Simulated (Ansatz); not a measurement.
# Geometry relaxation of ZrS2 (part 1 of 2)

ZrS2 (slab, 6 atoms in the cell), computed with DFT PBE+D3(BJ), scalar-relativistic, plane waves, PAW, no spin polarisation (Ansatz 0.2.0).

The structure derives from an entry of the Crystallography Open Database. The input holds or restrains some coordinates. Forces given for the steps count only the free coordinates. It belongs to a series of runs on one base structure; here: bilayer, upper layer shifted by (0, 0). Figures and captions count atoms from 1; the log counts them from 0 in places.

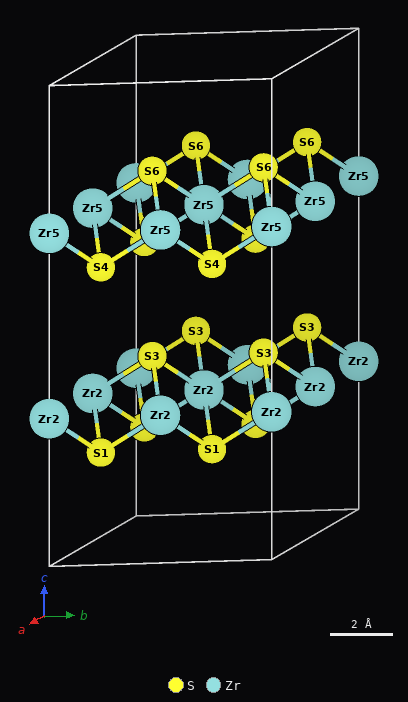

Fig. 1: The input geometry (ball-and-stick view of the 2 × 2 repeat of the cell, with the vacuum cut short, seen slightly off an axis; atoms are numbered from 1 in the order of the input). An atom can appear more than once, as a periodic image. Near neighbours in the periodic cell (some may lie outside the picture): S has 3 Zr at 2.56 Å; Zr has 6 S at 2.56 Å.

**Input**
```yaml
crystal:
  lattice:
    - [3.6481572915, 0.0, 0.0]
    - [-1.8240786457, 3.1593968914, 0.0]
    - [0.0, 0.0, 44.2705330929]
  atoms:
    - { symbol: S, position: [0.6666666667, 0.3333333333, 0.3968245252] }
    - { symbol: Zr, position: [0.0, 0.0, 0.4297768421] }
    - { symbol: S, position: [0.3333333333, 0.6666666667, 0.462729159] }
    - { symbol: S, position: [0.6666666667, 0.3333333333, 0.537270841] }
    - { symbol: Zr, position: [0.0, 0.0, 0.5702231579] }
    - { symbol: S, position: [0.3333333333, 0.6666666667, 0.6031754748] }
  periodic: [true, true, false]
basis:
  ecutwfc: 420
kpoints:
  mp_grid: { grid: [12, 12, 1] }
  band_path:
    path:
      - [0, 0, 0]
      - [0.5, 0, 0]
      - [0.3333333333333, 0.3333333333333, 0]
      - [0, 0, 0]
    npoints: 8
hamiltonian:
  xc: pbe
  dispersion: d3bj
scf:
  occupations: { method: gaussian, width: 0.02 }
output:
  forces: true
  stress: true
  eigenvalues: true
  write_density: true
  write_potential: true
  elf: true
  volumetric_format: npy
relax:
  adjacent_minimum: "off"
  f_tol: 0.01
  max_steps: 50
  constraints: [{ sites: [0, 3], fix: xy }]
```

Run on 2 threads of Intel Xeon @ 2.50GHz (Skylake/Cascade Lake), 32 GiB of memory available, shared host.

Command:
```bash
ansatz run input.yaml --threads 2 --pin off --max-ram 5120MiB --backend cpu --events-out ev --progress --plain --runs-dir out
```

**Output**
```
Warning: crystal.symmetry: narrowed to the stabiliser of the relax constraints — unitary ops 12 → 6; lowered at sites 0, 2, 3, 5 (the operations that carried what is held of a site onto what its image site leaves free; the constrained walk keeps no symmetry that its constraints do not admit)
Warning: output.stress: scf.convergence.dr2_threshold = 1e-7 eV (the SCF's general default) is looser than the 6e-10 eV advised for a printed stress (1e-10 eV for each atom of the cell: 6). What an SCF threshold leaves in a stress goes as its square root, and in the free energy as the threshold itself, and one threshold admits the most on a small cell: of the crystals measured, under no hybrid functional and no lock of the moments, on runs that ended without the residual-converged pass, on stresses that held no estimate of that error, the worst erred by over 100 MPa in a component at 1e-7 eV an atom and by under 5 at 1e-10. Every solve of this run answers to scf.convergence.dr2_threshold, and the tensor of one is reported: a single SCF on the reported geometry and on this run's grids (its basis.xc_grid and basis.ecutrho_ratio typed), with scf.convergence.dr2_threshold at 6e-10 eV or tighter, prints it and tightens no other solve. Else set scf.convergence.dr2_threshold to 6e-10 eV or tighter. The threshold is an SCF's pass mark: one that does not reach it within its budget of iterations ends unconverged, or closes short of it on a stop that the run arms, and scf.convergence.dr2_threshold's page says what that costs each kind of run
Engine: ansatz 0.2.0, x86_64-unknown-linux-gnu
Pseudopotentials: kind: paw
Pseudopotential: S, paw, valence charge 6, recommended cutoff 420 eV (normal), S.paw.azcp
Pseudopotential: Zr, paw, valence charge 12, recommended cutoff 420 eV (normal), Zr.paw.azcp
Functional definition: PBE
  parameter kappa = 0.804
  parameter beta = 0.06672455060314922
  exchange = pbe_x(kappa = kappa, mu = beta*pi^2/3)
  correlation = pbe_c(beta = beta)
Crystal: 6 atoms, lattice volume = 510.261 Å³
Basis set: ecut = 420 eV, 9819 PW (Γ), exchange–correlation on 50×50×600 points (8 copies of the dense FFT grid, shifted against one another)
Bands: 30, of which v1, the nominal top of the filled ones, is band 24 counted from 1 (23 counted from 0)
Symmetry: 6 space group operations
k-points: 19 of 144 (time reversal used)
Non-local potential: S, projectors of the file, l = 0: 2, l = 1: 2, l = 2: 2
Non-local potential: Zr, projectors of the file, l = 0: 3, l = 1: 2, l = 2: 2, l = 3: 2
PAW form: soft (Blöchl's): semilocal exchange-correlation on the pseudo side does not see the compensation charge
PAW one-centre angular grid: S, 110 points (default); XC on 64 Gauss nodes
PAW one-centre angular grid: Zr, 590 points (default); XC on 64 Gauss nodes
Initial density: superposition of atomic densities (neutral atoms: chi_scale 0, normalization atom), corrected by the library's trained network
Initial wavefunctions: pseudopotential atomic-orbital guess
Functional: x = pbe(κ = 0.804, μ = 0.2195149727645171), c = pbe(β = 0.06672455060314922)
SCF iter   1: F=—  HF=-11986.988734 eV  |F-HF|=—  |Δ(HF+E_count)|=         —  Δρ=7.54e-4  dr2=7.71e-3  ethr=1.77e-3  ⟨swp⟩=12.1  Hψ=3812  notcnv=0
preconditioner: auto → Resta (q_TF=auto, 1.840 Å⁻¹)  ε∞=2.7  [insulator: Δε(μ)=1.038 eV  Ē_g=7.211 eV  σ=0.020 eV  W_gap=1.00  n_scr=24 (ndim 8)  ℏωp=9.3 eV  f_vac=0.711  D(μ)=0.00/eV (n_scr^D=0)  ε∞_Penn≈2.7  vacuum switching on, ρ_ref=3.8e-3 e/Å³]
SCF iter   2: F=—  HF=-11986.987657 eV  |F-HF|=—  |Δ(HF+E_count)|=   1.08e-3  Δρ=4.84e-4  dr2=4.84e-3  ethr=1.61e-5  ⟨swp⟩=3.6  Hψ=1551  notcnv=0  defer=38
SCF iter   3: F=—  HF=-11986.987430 eV  |F-HF|=—  |Δ(HF+E_count)|=   2.27e-4  Δρ=2.65e-4  dr2=5.61e-4  ethr=1.01e-5  ⟨swp⟩=2.3  Hψ=754  notcnv=0  defer=38
SCF iter   4: F=—  HF=-11986.988098 eV  |F-HF|=—  |Δ(HF+E_count)|=   6.68e-4  Δρ=9.83e-5  dr2=6.48e-5  ethr=1.17e-6  ⟨swp⟩=3.3  Hψ=1058  notcnv=0  defer=38
SCF iter   5: F=—  HF=-11986.988251 eV  |F-HF|=—  |Δ(HF+E_count)|=   1.53e-4  Δρ=2.99e-5  dr2=9.92e-6  ethr=1.35e-7  ⟨swp⟩=3.1  Hψ=1093  notcnv=0  defer=38
iter 6 did not close the SCF: its close was put off until two iterations running show no level that it waits for move by more than its bar (scf_convergence_deferred on its scf_iter line)
SCF iter   6: F=-11986.988251 eV  HF=-11986.988250 eV  |F-HF|=8.18e-7  |Δ(HF+E_count)|=   1.22e-6  Δρ=1.15e-5  dr2=1.14e-6  ethr=5.21e-9  ⟨swp⟩=24.7  Hψ=7195  notcnv=0
SCF iter   7: F=-11986.988251 eV  HF=-11986.988251 eV  |F-HF|=4.89e-7  |Δ(HF+E_count)|=   5.73e-7  Δρ=4.61e-6  dr2=1.03e-7  ethr=2.38e-9  ⟨swp⟩=12.4  Hψ=5569  notcnv=0
SCF 1 converged in 7 iterations: F = -11986.988251 eV  dr2 = 1.03e-7
  greatest PAW one-centre occupation: 0.995 electrons in one spin orbital (limit 2), on the Zr atom at site 4 (counted from 0), in its partial waves of l = 0
relax step   1: F+E_penalty+E_count = -11986.98825120 eV  Δ(F+E_penalty+E_count) = +0.000e0 eV  max|allowed force component| = 6.711e-2 eV/Å  Δτ_max = 0.0000 Å  (7 SCF iters, dr2 threshold 2.50e-6 eV, accepted)
Initial density: handed on by an earlier stage of this run
Initial wavefunctions: those handed on with the density
iter 1 solved again at ethr=7.81e-4 eV; its pass at ethr=3.10e-3 eV (dr2=3.75e-1 eV) is discarded
SCF iter   1: F=—  HF=-11987.061942 eV  |F-HF|=—  |Δ(HF+E_count)|=         —  Δρ=7.77e-3  dr2=3.78e-1  ethr=7.81e-4  ⟨swp⟩=1.3  Hψ=3197  notcnv=0  defer=7
preconditioner: auto → Resta (q_TF=auto, 1.840 Å⁻¹)  ε∞=2.7  [insulator: Δε(μ)=1.046 eV  Ē_g=7.235 eV  σ=0.020 eV  W_gap=1.00  n_scr=24 (ndim 8)  ℏωp=9.3 eV  f_vac=0.721  D(μ)=0.00/eV (n_scr^D=0)  ε∞_Penn≈2.7  vacuum switching on, ρ_ref=3.8e-3 e/Å³]
SCF iter   2: F=—  HF=-11987.046632 eV  |F-HF|=—  |Δ(HF+E_count)|=   1.53e-2  Δρ=3.82e-3  dr2=2.57e-1  ethr=7.81e-4  ⟨swp⟩=3.2  Hψ=993  notcnv=0  defer=7
SCF iter   3: F=—  HF=-11987.025537 eV  |F-HF|=—  |Δ(HF+E_count)|=   2.11e-2  Δρ=2.96e-3  dr2=5.77e-2  ethr=5.35e-4  ⟨swp⟩=2.8  Hψ=933  notcnv=0  defer=27
SCF iter   4: F=—  HF=-11987.024158 eV  |F-HF|=—  |Δ(HF+E_count)|=   1.38e-3  Δρ=1.34e-3  dr2=1.40e-2  ethr=1.20e-4  ⟨swp⟩=2.3  Hψ=940  notcnv=0  defer=38
SCF iter   5: F=—  HF=-11987.024058 eV  |F-HF|=—  |Δ(HF+E_count)|=   1.00e-4  Δρ=3.22e-4  dr2=7.46e-4  ethr=2.92e-5  ⟨swp⟩=2.9  Hψ=1015  notcnv=0  defer=38
SCF iter   6: F=—  HF=-11987.024042 eV  |F-HF|=—  |Δ(HF+E_count)|=   1.57e-5  Δρ=8.11e-5  dr2=2.74e-5  ethr=1.55e-6  ⟨swp⟩=3.3  Hψ=1189  notcnv=0  defer=38
SCF iter   7: F=—  HF=-11987.024073 eV  |F-HF|=—  |Δ(HF+E_count)|=   3.13e-5  Δρ=2.77e-5  dr2=4.13e-6  ethr=5.70e-8  ⟨swp⟩=3.2  Hψ=1196  notcnv=0  defer=38
SCF iter   8: F=—  HF=-11987.024074 eV  |F-HF|=—  |Δ(HF+E_count)|=   7.56e-7  Δρ=5.39e-6  dr2=3.13e-7  ethr=8.61e-9  ⟨swp⟩=3.2  Hψ=1130  notcnv=0  defer=38
SCF iter   9: F=—  HF=-11987.024074 eV  |F-HF|=—  |Δ(HF+E_count)|=   1.10e-7  Δρ=3.42e-6  dr2=4.92e-7  ethr=5.86e-10  ⟨swp⟩=23.3  Hψ=6402  notcnv=0
SCF iter  10: F=-11987.024074 eV  HF=-11987.024074 eV  |F-HF|=1.35e-9  |Δ(HF+E_count)|=   4.22e-8  Δρ=7.50e-7  dr2=4.36e-9  ethr=5.86e-10  ⟨swp⟩=11.2  Hψ=5240  notcnv=0
SCF 2 converged in 10 iterations: F = -11987.024074 eV  dr2 = 4.36e-9
relax step   2: F+E_penalty+E_count = -11987.02407399 eV  Δ(F+E_penalty+E_count) = -3.582e-2 eV  max|allowed force component| = 7.993e-2 eV/Å  Δτ_max = 0.1909 Å  (10 SCF iters, dr2 threshold 2.82e-7 eV, accepted)
iter 1 solved again at ethr=3.67e-4 eV; its pass at ethr=3.10e-3 eV (dr2=1.76e-1 eV) is discarded
SCF iter   1: F=—  HF=-11987.039097 eV  |F-HF|=—  |Δ(HF+E_count)|=         —  Δρ=5.46e-3  dr2=1.80e-1  ethr=3.67e-4  ⟨swp⟩=2.1  Hψ=2977  notcnv=0  defer=15
preconditioner: auto → Resta (q_TF=auto, 1.840 Å⁻¹)  ε∞=2.6  [insulator: Δε(μ)=1.046 eV  Ē_g=7.244 eV  σ=0.020 eV  W_gap=1.00  n_scr=24 (ndim 8)  ℏωp=9.3 eV  f_vac=0.727  D(μ)=0.00/eV (n_scr^D=0)  ε∞_Penn≈2.6  vacuum switching on, ρ_ref=3.8e-3 e/Å³]
SCF iter   2: F=—  HF=-11987.030280 eV  |F-HF|=—  |Δ(HF+E_count)|=   8.82e-3  Δρ=2.64e-3  dr2=1.12e-1  ethr=3.67e-4  ⟨swp⟩=2.7  Hψ=901  notcnv=0  defer=15
SCF iter   3: F=—  HF=-11987.021080 eV  |F-HF|=—  |Δ(HF+E_count)|=   9.20e-3  Δρ=2.01e-3  dr2=2.73e-2  ethr=2.33e-4  ⟨swp⟩=2.6  Hψ=908  notcnv=0  defer=32
SCF iter   4: F=—  HF=-11987.020682 eV  |F-HF|=—  |Δ(HF+E_count)|=   3.98e-4  Δρ=9.23e-4  dr2=6.75e-3  ethr=5.68e-5  ⟨swp⟩=2.5  Hψ=966  notcnv=0  defer=38
SCF iter   5: F=—  HF=-11987.020515 eV  |F-HF|=—  |Δ(HF+E_count)|=   1.68e-4  Δρ=2.44e-4  dr2=3.48e-4  ethr=1.41e-5  ⟨swp⟩=2.9  Hψ=916  notcnv=0  defer=38
SCF iter   6: F=—  HF=-11987.020587 eV  |F-HF|=—  |Δ(HF+E_count)|=   7.25e-5  Δρ=5.99e-5  dr2=2.32e-5  ethr=7.25e-7  ⟨swp⟩=3.4  Hψ=1210  notcnv=0  defer=38
SCF iter   7: F=—  HF=-11987.020583 eV  |F-HF|=—  |Δ(HF+E_count)|=   4.19e-6  Δρ=1.99e-5  dr2=1.89e-6  ethr=4.84e-8  ⟨swp⟩=2.9  Hψ=1130  notcnv=0  defer=38
SCF iter   8: F=-11987.020584 eV  HF=-11987.020583 eV  |F-HF|=2.04e-8  |Δ(HF+E_count)|=   4.34e-7  Δρ=3.41e-6  dr2=7.48e-8  ethr=8.32e-10  ⟨swp⟩=24.0  Hψ=6854  notcnv=0
SCF 3 converged in 8 iterations: F = -11987.020584 eV  dr2 = 7.48e-8
relax step   3: F+E_penalty+E_count = -11987.02058351 eV  Δ(F+E_penalty+E_count) = +3.490e-3 eV  max|allowed force component| = 4.895e-2 eV/Å  Δτ_max = 0.1387 Å  (8 SCF iters, dr2 threshold 3.99e-7 eV, rejected (line search))
SCF iter   1: F=—  HF=-11987.040527 eV  |F-HF|=—  |Δ(HF+E_count)|=         —  Δρ=3.71e-3  dr2=8.31e-2  ethr=1.70e-3  ⟨swp⟩=5.0  Hψ=1525  notcnv=0  defer=38
preconditioner: auto → Resta (q_TF=auto, 1.840 Å⁻¹)  ε∞=2.6  [insulator: Δε(μ)=1.050 eV  Ē_g=7.255 eV  σ=0.020 eV  W_gap=1.00  n_scr=24 (ndim 8)  ℏωp=9.3 eV  f_vac=0.720  D(μ)=0.00/eV (n_scr^D=0)  ε∞_Penn≈2.6  vacuum switching on, ρ_ref=3.8e-3 e/Å³]
SCF iter   2: F=—  HF=-11987.032539 eV  |F-HF|=—  |Δ(HF+E_count)|=   7.99e-3  Δρ=1.79e-3  dr2=5.53e-2  ethr=1.73e-4  ⟨swp⟩=3.6  Hψ=1320  notcnv=0  defer=38
SCF iter   3: F=—  HF=-11987.028034 eV  |F-HF|=—  |Δ(HF+E_count)|=   4.50e-3  Δρ=1.40e-3  dr2=1.32e-2  ethr=1.15e-4  ⟨swp⟩=2.7  Hψ=846  notcnv=0  defer=38
SCF iter   4: F=—  HF=-11987.027573 eV  |F-HF|=—  |Δ(HF+E_count)|=   4.61e-4  Δρ=6.19e-4  dr2=2.80e-3  ethr=2.74e-5  ⟨swp⟩=2.5  Hψ=931  notcnv=0  defer=38
SCF iter   5: F=—  HF=-11987.027535 eV  |F-HF|=—  |Δ(HF+E_count)|=   3.79e-5  Δρ=1.55e-4  dr2=1.59e-4  ethr=5.84e-6  ⟨swp⟩=3.0  Hψ=1024  notcnv=0  defer=38
SCF iter   6: F=—  HF=-11987.027553 eV  |F-HF|=—  |Δ(HF+E_count)|=   1.78e-5  Δρ=3.46e-5  dr2=4.67e-6  ethr=3.31e-7  ⟨swp⟩=2.9  Hψ=1121  notcnv=0  defer=38
SCF iter   7: F=—  HF=-11987.027451 eV  |F-HF|=—  |Δ(HF+E_count)|=   1.03e-4  Δρ=1.14e-5  dr2=6.13e-7  ethr=9.73e-9  ⟨swp⟩=3.3  Hψ=1267  notcnv=0  defer=38
SCF iter   8: F=-11987.027451 eV  HF=-11987.027451 eV  |F-HF|=2.60e-8  |Δ(HF+E_count)|=   1.91e-7  Δρ=1.93e-6  dr2=5.39e-8  ethr=2.08e-10  ⟨swp⟩=24.0  Hψ=6640  notcnv=0
SCF 4 converged in 8 iterations: F = -11987.027451 eV  dr2 = 5.39e-8
relax step   4: F+E_penalty+E_count = -11987.02745068 eV  Δ(F+E_penalty+E_count) = -3.377e-3 eV  max|allowed force component| = 3.904e-2 eV/Å  Δτ_max = 0.0515 Å  (8 SCF iters, accepted)
SCF iter   1: F=—  HF=-11987.028080 eV  |F-HF|=—  |Δ(HF+E_count)|=         —  Δρ=4.26e-4  dr2=1.09e-3  ethr=2.30e-5  ⟨swp⟩=3.2  Hψ=1316  notcnv=0  defer=38
preconditioner: auto → Resta (q_TF=auto, 1.840 Å⁻¹)  ε∞=2.7  [insulator: Δε(μ)=1.039 eV  Ē_g=7.239 eV  σ=0.020 eV  W_gap=1.00  n_scr=24 (ndim 8)  ℏωp=9.3 eV  f_vac=0.721  D(μ)=0.00/eV (n_scr^D=0)  ε∞_Penn≈2.7  vacuum switching on, ρ_ref=3.8e-3 e/Å³]
SCF iter   2: F=—  HF=-11987.027970 eV  |F-HF|=—  |Δ(HF+E_count)|=   1.10e-4  Δρ=2.05e-4  dr2=6.56e-4  ethr=2.28e-6  ⟨swp⟩=3.3  Hψ=1163  notcnv=0  defer=38
SCF iter   3: F=—  HF=-11987.027921 eV  |F-HF|=—  |Δ(HF+E_count)|=   4.88e-5  Δρ=1.59e-4  dr2=1.89e-4  ethr=1.37e-6  ⟨swp⟩=2.3  Hψ=768  notcnv=0  defer=38
SCF iter   4: F=—  HF=-11987.027804 eV  |F-HF|=—  |Δ(HF+E_count)|=   1.17e-4  Δρ=7.18e-5  dr2=3.64e-5  ethr=3.95e-7  ⟨swp⟩=2.9  Hψ=989  notcnv=0  defer=38
SCF iter   5: F=—  HF=-11987.027802 eV  |F-HF|=—  |Δ(HF+E_count)|=   1.91e-6  Δρ=2.15e-5  dr2=1.94e-6  ethr=7.58e-8  ⟨swp⟩=3.1  Hψ=1066  notcnv=0  defer=38
SCF iter   6: F=-11987.027802 eV  HF=-11987.027802 eV  |F-HF|=8.75e-8  |Δ(HF+E_count)|=   4.67e-7  Δρ=4.71e-6  dr2=1.59e-7  ethr=7.57e-10  ⟨swp⟩=20.0  Hψ=6930  notcnv=0
SCF 5 converged in 6 iterations: F = -11987.027802 eV  dr2 = 1.59e-7
relax step   5: F+E_penalty+E_count = -11987.02780213 eV  Δ(F+E_penalty+E_count) = -3.514e-4 eV  max|allowed force component| = 5.123e-3 eV/Å  Δτ_max = 0.0120 Å  (6 SCF iters, dr2 threshold 3.64e-7 eV, accepted)
iter 1 solved again at ethr=3.35e-10 eV; its pass at ethr=3.10e-3 eV (dr2=1.61e-7 eV) is discarded
SCF iter   1: F=—  HF=-11987.027871 eV  |F-HF|=—  |Δ(HF+E_count)|=         —  Δρ=4.75e-6  dr2=1.61e-7  ethr=3.35e-10  ⟨swp⟩=1.0  Hψ=1596  notcnv=0
preconditioner: auto → Resta (q_TF=auto, 1.840 Å⁻¹)  ε∞=2.7  [insulator: Δε(μ)=1.037 eV  Ē_g=7.237 eV  σ=0.020 eV  W_gap=1.00  n_scr=24 (ndim 8)  ℏωp=9.3 eV  f_vac=0.721  D(μ)=0.00/eV (n_scr^D=0)  ε∞_Penn≈2.7  vacuum switching on, ρ_ref=3.8e-3 e/Å³]
SCF iter   2: F=-11987.027802 eV  HF=-11987.027802 eV  |F-HF|=7.02e-8  |Δ(HF+E_count)|=   6.88e-5  Δρ=2.05e-6  dr2=8.83e-8  ethr=2.08e-10  ⟨swp⟩=13.3  Hψ=6143  notcnv=0
SCF 6 converged in 2 iterations: F = -11987.027802 eV  dr2 = 8.83e-8
relax step   6: F+E_penalty+E_count = -11987.02780214 eV  Δ(F+E_penalty+E_count) = -1.013e-8 eV  max|allowed force component| = 4.884e-3 eV/Å  Δτ_max = 0.0000 Å  (2 SCF iters, accepted)
```

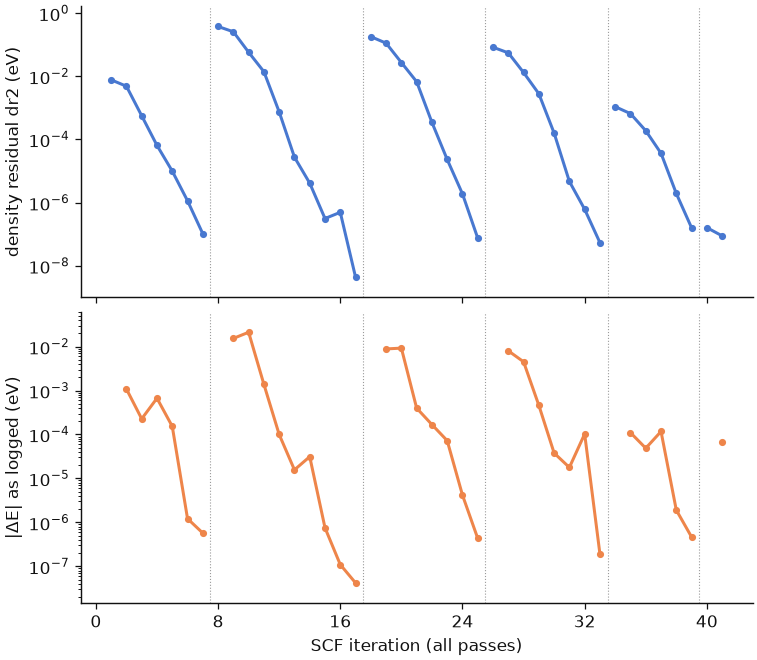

Fig. 2: Convergence of the self-consistent field: density residual dr2 and size of the energy change against the SCF iteration. The dotted lines part the SCF passes of the relaxation: geometry steps, rejected trials and re-solves on a re-selected basis. The 6 passes take 2 to 10 iterations each, 41 in all.
